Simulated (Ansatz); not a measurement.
# Geometry relaxation, with input and output: CuO (part 2 of 2)

The same run, continued: CuO (C2/c, 4 atoms in the cell); DFT PBEsol, scalar-relativistic, plane waves, PAW, no spin polarisation (Ansatz 0.2.0); cutoff 420 eV, 16×16×8 k-mesh, Gaussian smearing of 0.1 eV. The structure derives from an entry of the Crystallography Open Database.

Output, continued:
```
--- Per-component energies (eV) ---
  E_band       = -904.105417
  E_kinetic    = 942.095284
  E_local      = -10011.912907  (includes V_loc(G=0)·N_el)
  E_nonlocal   = 879.602513
  E_hartree    = 4330.189621
  E_xc         = -320.955018
  E_vxc        = -414.114925  (∫ρ·V_xc dr)
  E_paw        = -3552.106331  (= ΣΔE_a)
  E_vpaw       = -960.160273  (= ΣTr[D̂ρ^β])
  E_aug_tail   = 0.005432  (compensation charges beyond the density's cutoff)
  E_ewald      = -6563.949970
  E_core_change = 0.482980  (= ΣΔE_core)
  E_smearing   = -0.012043  (= −TS)
  E_closure    = -0.000000  (closes the sum)
  Σ components = -14296.560438   (vs F -14296.560438, Δ=0.00e0)
--- Forces (eV/Å), atoms counted from 1 ---
  atom   1  Cu     0.00000000     0.00000000    -0.00000000
  atom   2  Cu     0.00000000     0.00000000     0.00000000
  atom   3  O     -0.00000000    -0.00025096     0.00000000
  atom   4  O      0.00000000     0.00025096    -0.00000000
  max |Σ_I F_I| component: 7.57e-29 eV/Å
--- Stress (GPa, compression-positive) ---
       -0.016702      -0.000000       0.001838
       -0.000000       0.038392      -0.000000
        0.001838      -0.000000       0.011618
  P = ⅓ Tr σ = 0.0111 GPa (0.111 kbar)
--- Band table (eV; the first three rows and the last of 554) ---
  k-point 0: bands = ["-101.0953", "-101.0949", "-58.7443", "-58.7443", "-58.7048", "-58.6978", "-58.4067", "-58.4067", "-8.7030", "-7.2583", "2.8202", "5.6742", "5.6829", "7.4492", "7.7519", "7.7529", "7.9390", "8.2783", "8.7375", "8.9259", "8.9293", "8.9547", "9.0516", "9.4331", "12.1278", "12.1378", "12.8563", "17.3933", "18.8098", "24.6495"]
  k-point 1: bands = ["-101.0953", "-101.0949", "-58.7443", "-58.7443", "-58.7045", "-58.6981", "-58.4067", "-58.4067", "-8.6578", "-7.3271", "2.9843", "5.6804", "5.6885", "7.4415", "7.6665", "7.6671", "7.9168", "7.9391", "8.8415", "8.9584", "9.0478", "9.0625", "9.0664", "9.3917", "12.0546", "12.0643", "13.0773", "16.9560", "19.3877", "24.6951"]
  k-point 2: bands = ["-101.0952", "-101.0950", "-58.7443", "-58.7443", "-58.7038", "-58.6988", "-58.4067", "-58.4067", "-8.5262", "-7.5149", "3.4544", "5.6959", "5.7024", "6.9712", "7.5026", "7.5026", "7.6553", "7.9330", "8.9220", "8.9688", "9.0373", "9.2838", "9.3666", "9.3708", "11.8612", "11.8695", "13.6089", "16.2614", "20.4812", "24.8361"]
  k-point 553: bands = ["-101.0937", "-101.0937", "-58.7580", "-58.7580", "-58.6987", "-58.6987", "-58.4174", "-58.4174", "-7.2047", "-7.2047", "5.2382", "5.2382", "5.3321", "5.3321", "5.6732", "5.6732", "8.3697", "8.3697", "8.9931", "8.9931", "9.4182", "9.4182", "9.9765", "9.9765", "10.9247", "10.9247", "15.2067", "15.2067", "22.1809", "22.1809"]
--- Relaxed structure (17 steps of the walk, 16 accepted, 5 SCFs on fresh bases) ---
  F+E_penalty+E_count = -14296.56043848 eV   max|allowed force component| = 2.510e-4 eV/Å   (the final SCF, on the basis selected at the relaxed cell)
  cell:  # Å, volume = 42.6499 Å³
    - [2.0443481110647137, -2.0423155926389867, 0.15961333009374656]
    - [2.0443481110647137, 2.0423155926389867, 0.15961333009374656]
    - [-0.39731348594678134, 4.13667571858733e-18, 5.076499325924784]
  atoms:
    - { symbol: Cu, position: [-1.6696713456276768e-17, 0.5, 0.0] }
    - { symbol: Cu, position: [0.5, -4.85722573273506e-17, 0.5000000000000001] }
    - { symbol: O, position: [0.500040147756126, 0.49995985224387385, 0.25] }
    - { symbol: O, position: [0.4999598522438739, 0.500040147756126, 0.7500000000000001] }
```

Trajectory as extended XYZ (Å, eV, eV/Å), 22 frames, from step=1 to step=22:
```
4
Lattice="2.3418 -1.7113 0.0000 2.3418 1.7113 0.0000 -0.8500 0.0000 5.0579" Properties=species:S:1:pos:R:3:forces:R:3 step=1 energy=-14296.41005 pressure_GPa=-2.71
Cu    1.1709    0.8557    0.0000    0.0000   0.0000   0.0000
Cu    0.7459   -0.8557    2.5289    0.0000   0.0000   0.0000
O     2.1293   -0.2793    1.2645    0.0000   0.3659   0.0000
O     1.7043    0.2793    3.7934    0.0000  -0.3659   0.0000
4
Lattice="2.3257 -1.7381 0.0018 2.3257 1.7381 0.0018 -0.8402 0.0000 5.0310" Properties=species:S:1:pos:R:3:forces:R:3 step=2 energy=-14296.43359 pressure_GPa=-1.92
Cu    1.1629    0.8690    0.0009    0.0000   0.0000   0.0000
Cu    0.7427   -0.8690    2.5164    0.0000   0.0000   0.0000
O     2.1157   -0.2620    1.2596    0.0000   0.3008   0.0000
O     1.6955    0.2620    3.7751    0.0000  -0.3008   0.0000
4
Lattice="2.2616 -1.8218 0.0191 2.2616 1.8218 0.0191 -0.7797 0.0000 5.0069" Properties=species:S:1:pos:R:3:forces:R:3 step=3 energy=-14296.48111 pressure_GPa=-0.07
Cu    1.1308    0.9109    0.0095    0.0000   0.0000   0.0000
Cu    0.7409   -0.9109    2.5130    0.0000   0.0000   0.0000
O     2.0667   -0.1738    1.2708    0.0000  -0.0211   0.0000
O     1.6768    0.1738    3.7742    0.0000   0.0211   0.0000
4
Lattice="2.1884 -1.8527 0.0911 2.1884 1.8527 0.0911 -0.5976 0.0000 5.0661" Properties=species:S:1:pos:R:3:forces:R:3 step=4 energy=-14296.49768 pressure_GPa=1.96
Cu    1.0942    0.9263    0.0455    0.0000   0.0000   0.0000
Cu    0.7954   -0.9263    2.5786    0.0000   0.0000   0.0000
O     2.0390   -0.0951    1.3576    0.0000   0.0052   0.0000
O     1.7401    0.0951    3.8906    0.0000  -0.0052   0.0000
4
Lattice="2.1778 -1.9114 0.1217 2.1778 1.9114 0.1217 -0.5276 0.0000 5.0996" Properties=species:S:1:pos:R:3:forces:R:3 step=5 energy=-14296.48051 pressure_GPa=-3.55 accepted=F
Cu    1.0889    0.9557    0.0609    0.0000   0.0000   0.0000
Cu    0.8251   -0.9557    2.6106    0.0000   0.0000   0.0000
O     2.0459   -0.0451    1.3966    0.0000  -0.0386   0.0000
O     1.7822    0.0451    3.9464    0.0000   0.0386   0.0000
4
Lattice="2.1966 -1.8614 0.1030 2.1966 1.8614 0.1030 -0.5748 0.0000 5.0784" Properties=species:S:1:pos:R:3:forces:R:3 step=6 energy=-14296.49883 pressure_GPa=0.06
Cu    1.0983    0.9307    0.0515    0.0000   0.0000   0.0000
Cu    0.8109   -0.9307    2.5907    0.0000   0.0000   0.0000
O     2.0529   -0.0797    1.3726    0.0000   0.0011   0.0000
O     1.7655    0.0797    3.9118    0.0000  -0.0011   0.0000
4
Lattice="2.2000 -1.8604 0.1094 2.2000 1.8604 0.1094 -0.5623 0.0000 5.0768" Properties=species:S:1:pos:R:3:forces:R:3 step=7 energy=-14296.49879 pressure_GPa=-0.02
Cu    1.1000    0.9302    0.0547    0.0000   0.0000   0.0000
Cu    0.8189   -0.9302    2.5931    0.0000   0.0000   0.0000
O     2.0594   -0.0735    1.3786    0.0000   0.0009   0.0000
O     1.7783    0.0735    3.9170    0.0000  -0.0009   0.0000
4
Lattice="2.2009 -1.8599 0.1101 2.2009 1.8599 0.1101 -0.5610 0.0000 5.0759" Properties=species:S:1:pos:R:3:forces:R:3 step=8 energy=-14296.49880 pressure_GPa=0.00
Cu    1.1005    0.9299    0.0551    0.0000   0.0000   0.0000
Cu    0.8199   -0.9299    2.5930    0.0000   0.0000   0.0000
O     2.0607   -0.0728    1.3791    0.0000   0.0000   0.0000
O     1.7801    0.0728    3.9171    0.0000   0.0000   0.0000
4
Lattice="2.2009 -1.8599 0.1101 2.2009 1.8599 0.1101 -0.5610 0.0000 5.0759" Properties=species:S:1:pos:R:3:forces:R:3 step=9 energy=-14296.52837 pressure_GPa=0.99
Cu    1.1005    0.9299    0.0551    0.0000   0.0000   0.0000
Cu    0.8199   -0.9299    2.5930    0.0000   0.0000   0.0000
O     2.0607   -0.0728    1.3791    0.0000  -0.0018   0.0000
O     1.7801    0.0728    3.9171    0.0000   0.0018   0.0000
4
Lattice="2.1531 -1.9123 0.1430 2.1531 1.9123 0.1430 -0.4726 0.0000 5.0905" Properties=species:S:1:pos:R:3:forces:R:3 step=10 energy=-14296.54130 pressure_GPa=0.52
Cu    1.0766    0.9561    0.0715    0.0000   0.0000   0.0000
Cu    0.8403   -0.9561    2.6167    0.0000   0.0000   0.0000
O     2.0350   -0.0289    1.4156    0.0000  -0.0092   0.0000
O     1.7987    0.0289    3.9609    0.0000   0.0092   0.0000
4
Lattice="2.1084 -1.9710 0.1572 2.1084 1.9710 0.1572 -0.4257 0.0000 5.0773" Properties=species:S:1:pos:R:3:forces:R:3 step=11 energy=-14296.54400 pressure_GPa=0.09
Cu    1.0542    0.9855    0.0786    0.0000   0.0000   0.0000
Cu    0.8414   -0.9855    2.6173    0.0000   0.0000   0.0000
O     2.0020   -0.0065    1.4266    0.0000  -0.0202   0.0000
O     1.7892    0.0065    3.9652    0.0000   0.0202   0.0000
4
Lattice="2.1136 -1.9651 0.1527 2.1136 1.9651 0.1527 -0.4375 0.0000 5.0802" Properties=species:S:1:pos:R:3:forces:R:3 step=12 energy=-14296.54425 pressure_GPa=0.01
Cu    1.0568    0.9825    0.0763    0.0000   0.0000   0.0000
Cu    0.8381   -0.9825    2.6164    0.0000   0.0000   0.0000
O     2.0042   -0.0153    1.4227    0.0000  -0.0012   0.0000
O     1.7855    0.0153    3.9628    0.0000   0.0012   0.0000
4
Lattice="2.1136 -1.9651 0.1527 2.1136 1.9651 0.1527 -0.4375 0.0000 5.0802" Properties=species:S:1:pos:R:3:forces:R:3 step=13 energy=-14296.55489 pressure_GPa=0.26
Cu    1.0568    0.9825    0.0763    0.0000   0.0000   0.0000
Cu    0.8381   -0.9825    2.6164    0.0000   0.0000   0.0000
O     2.0042   -0.0153    1.4227    0.0000  -0.0027   0.0000
O     1.7855    0.0153    3.9628    0.0000   0.0027   0.0000
4
Lattice="2.0843 -1.9989 0.1588 2.0843 1.9989 0.1588 -0.4136 0.0000 5.0788" Properties=species:S:1:pos:R:3:forces:R:3 step=14 energy=-14296.55749 pressure_GPa=0.08
Cu    1.0421    0.9994    0.0794    0.0000   0.0000   0.0000
Cu    0.8354   -0.9994    2.6188    0.0000   0.0000   0.0000
O     1.9809   -0.0060    1.4285    0.0000   0.0009   0.0000
O     1.7741    0.0060    3.9679    0.0000  -0.0009   0.0000
4
Lattice="2.0692 -2.0166 0.1594 2.0692 2.0166 0.1594 -0.4068 0.0000 5.0760" Properties=species:S:1:pos:R:3:forces:R:3 step=15 energy=-14296.55769 pressure_GPa=0.01
Cu    1.0346    1.0083    0.0797    0.0000   0.0000   0.0000
Cu    0.8312   -1.0083    2.6177    0.0000   0.0000   0.0000
O     1.9675   -0.0035    1.4284    0.0000   0.0007   0.0000
O     1.7641    0.0035    3.9664    0.0000  -0.0007   0.0000
4
Lattice="2.0694 -2.0160 0.1591 2.0694 2.0160 0.1591 -0.4076 0.0000 5.0771" Properties=species:S:1:pos:R:3:forces:R:3 step=16 energy=-14296.55769 pressure_GPa=-0.01
Cu    1.0347    1.0080    0.0795    0.0000   0.0000   0.0000
Cu    0.8309   -1.0080    2.6181    0.0000   0.0000   0.0000
O     1.9675   -0.0037    1.4284    0.0000  -0.0002   0.0000
O     1.7637    0.0037    3.9669    0.0000   0.0002   0.0000
4
Lattice="2.0694 -2.0160 0.1591 2.0694 2.0160 0.1591 -0.4076 0.0000 5.0771" Properties=species:S:1:pos:R:3:forces:R:3 step=17 energy=-14296.55966 pressure_GPa=0.04
Cu    1.0347    1.0080    0.0795    0.0000   0.0000   0.0000
Cu    0.8309   -1.0080    2.6181    0.0000   0.0000   0.0000
O     1.9675   -0.0037    1.4284    0.0000  -0.0005   0.0000
O     1.7637    0.0037    3.9669    0.0000   0.0005   0.0000
4
Lattice="2.0547 -2.0315 0.1602 2.0547 2.0315 0.1602 -0.3998 0.0000 5.0770" Properties=species:S:1:pos:R:3:forces:R:3 step=18 energy=-14296.56005 pressure_GPa=0.01
Cu    1.0274    1.0158    0.0801    0.0000   0.0000   0.0000
Cu    0.8275   -1.0158    2.6186    0.0000   0.0000   0.0000
O     1.9548   -0.0009    1.4294    0.0000   0.0005   0.0000
O     1.7549    0.0009    3.9679    0.0000  -0.0005   0.0000
4
Lattice="2.0512 -2.0354 0.1600 2.0512 2.0354 0.1600 -0.3989 0.0000 5.0767" Properties=species:S:1:pos:R:3:forces:R:3 step=19 energy=-14296.56004 pressure_GPa=-0.01
Cu    1.0256    1.0177    0.0800    0.0000   0.0000   0.0000
Cu    0.8261   -1.0177    2.6183    0.0000   0.0000   0.0000
O     1.9515   -0.0007    1.4292    0.0000   0.0002   0.0000
O     1.7520    0.0007    3.9675    0.0000  -0.0002   0.0000
4
Lattice="2.0512 -2.0354 0.1600 2.0512 2.0354 0.1600 -0.3989 0.0000 5.0767" Properties=species:S:1:pos:R:3:forces:R:3 step=20 energy=-14296.56033 pressure_GPa=0.00
Cu    1.0256    1.0177    0.0800    0.0000   0.0000   0.0000
Cu    0.8261   -1.0177    2.6183    0.0000   0.0000   0.0000
O     1.9515   -0.0007    1.4292    0.0000   0.0001   0.0000
O     1.7520    0.0007    3.9675    0.0000  -0.0001   0.0000
4
Lattice="2.0443 -2.0423 0.1596 2.0443 2.0423 0.1596 -0.3973 0.0000 5.0765" Properties=species:S:1:pos:R:3:forces:R:3 step=21 energy=-14296.56040 pressure_GPa=0.01
Cu    1.0222    1.0212    0.0798    0.0000   0.0000   0.0000
Cu    0.8235   -1.0212    2.6181    0.0000   0.0000   0.0000
O     1.9450   -0.0002    1.4287    0.0000  -0.0002   0.0000
O     1.7464    0.0002    3.9670    0.0000   0.0002   0.0000
4
Lattice="2.0443 -2.0423 0.1596 2.0443 2.0423 0.1596 -0.3973 0.0000 5.0765" Properties=species:S:1:pos:R:3:forces:R:3 step=22 energy=-14296.56044 pressure_GPa=0.01
Cu    1.0222    1.0212    0.0798    0.0000   0.0000   0.0000
Cu    0.8235   -1.0212    2.6181    0.0000   0.0000   0.0000
O     1.9450   -0.0002    1.4287    0.0000  -0.0003   0.0000
O     1.7464    0.0002    3.9670    0.0000   0.0003   0.0000
```

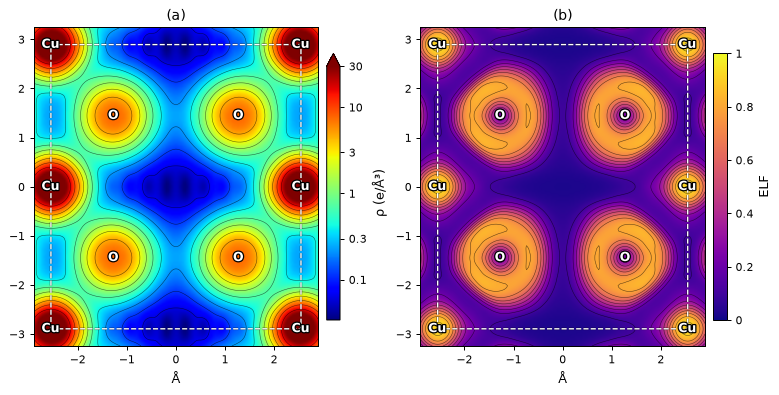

Figure 1. (a) valence pseudo-density; (b) electron localisation function on the (11̄0) plane of the conventional cell. Cu–O (1.93 Å): ρ is about 0.69 e/Å³ halfway; the ELF is about 0.20 at the midpoint (a polar contact without a shared pair, in a metal). Away from the nuclei the density in this plane falls to 0.03 e/Å³ at its lowest. The strong features right at Cu lie inside the PAW spheres (semicore, d or f shells) and say nothing about bonding. Core electrons are frozen (PAW), so the fields are smoothed inside the atomic spheres.

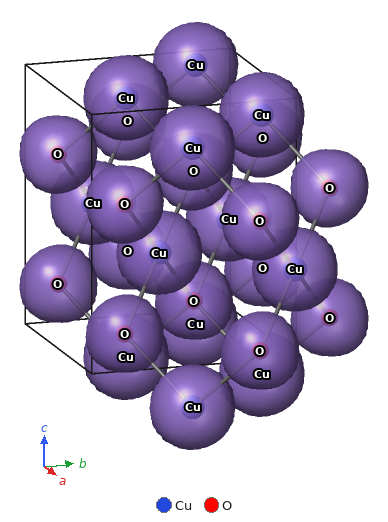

Figure 2. Isosurface of the valence electron density at 1 e/Å³ (purple), seen slightly off an axis. Sticks mark near contacts. The outline is the cell set on symmetry axes. At this value the density breaks into separate islands; it holds about 80 % of the electrons treated as valence (semicore included). It is pinched off along the Cu–O (1.93 Å) contacts. On the grid the lowest density along these lines, outside the cores, is 0.69 e/Å³ (Cu–O, 1.93 Å).

This output came from the following input.

Input:
```yaml
crystal:
  lattice:
    - [2.34185, -1.7113, 0.0]
    - [2.34185, 1.7113, 0.0]
    - [-0.8500274268, 0.0, 5.0578693947]
  atoms:
    - { symbol: Cu, position: [0.0, 0.5, 0.0] }
    - { symbol: Cu, position: [0.5, 0.0, 0.5] }
    - { symbol: O, position: [0.5816, 0.4184, 0.25] }
    - { symbol: O, position: [0.4184, 0.5816, 0.75] }
basis:
  ecutwfc: 420
kpoints:
  mp_grid: { grid: [16, 16, 8] }
hamiltonian:
  xc: pbesol
scf:
  occupations: { method: gaussian, width: 0.1 }
output:
  forces: true
  stress: true
  eigenvalues: true
  write_density: true
  write_potential: true
  elf: true
  volumetric_format: npy
relax:
  adjacent_minimum: "off"
  f_tol: 0.005
  max_steps: 80
  cell: { stress_tol: 0.05 }
```

Launched with:
```bash
ansatz run input.yaml --threads 1 --pin off --max-ram 2560MiB --backend cpu --events-out ev --progress --plain --runs-dir out
```

Results in brief:

| quantity | value |
| --- | --- |
| outcome | converged |
| space group (tolerance 0.01 Å) | C2/c (15) → Cccm (66) |
| electrons treated | 50 |
| free energy | −14296.5604 eV |
| Fermi energy | 11.447 eV |
| gap on the k-point mesh | none (metallic) |
| pressure | 0.01 GPa |
| final volume | 42.65 Å³ |
| largest force (length of the vector) at the end | under 0.001 eV/Å |
| final cell | a = 2.894 Å, b = 2.894 Å, c = 5.092 Å, α = 90.01°, β = 90.01°, γ = 89.77° |
| hardware | 1 thread of Intel Xeon @ 2.50GHz (Skylake/Cascade Lake), 189 GiB of memory available, shared host |
| wall time | 32 min |
| peak memory | 0.8 GiB |

The run has no spin polarisation, so a magnetic state may lie lower.
